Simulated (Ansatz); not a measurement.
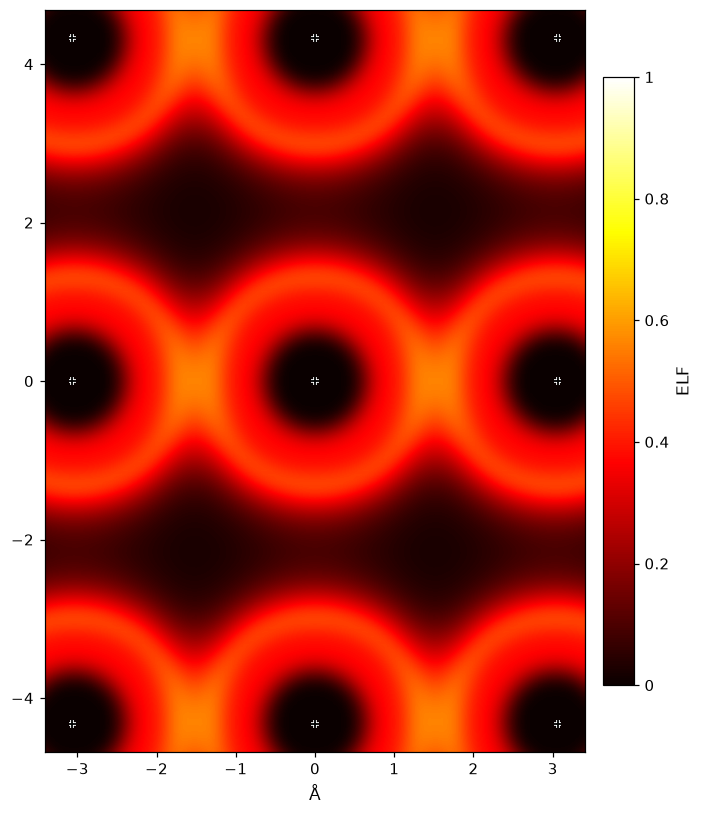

The ELF on a plane through atoms (crosses mark nuclei in the plane).

Method: Ansatz 0.2.0, DFT PBEsol, scalar-relativistic, plane waves, PAW.

Candidates:
A. Ti, a = 2.90 Å, b = 2.90 Å, c = 4.59 Å, α = 90.00°, β = 90.00°, γ = 120.00°. Space group P6₃/mmc; computed without spin polarisation.
B. Sb, a = 3.06 Å, b = 3.06 Å, c = 3.06 Å, α = 90.00°, β = 90.00°, γ = 90.00°. Space group Pm-3m; computed without spin polarisation.
C. Si$_{2}$Ni, a = 5.39 Å, b = 5.39 Å, c = 5.39 Å, α = 90.00°, β = 90.00°, γ = 90.00°. Space group Fm-3m; computed without spin polarisation.

**Which candidate gave the map?**

Candidate B: Sb on the (101) plane of the conventional cell, which holds Sb. Sb–Sb (3.06 Å): the ELF reaches about 0.55 near the midpoint.
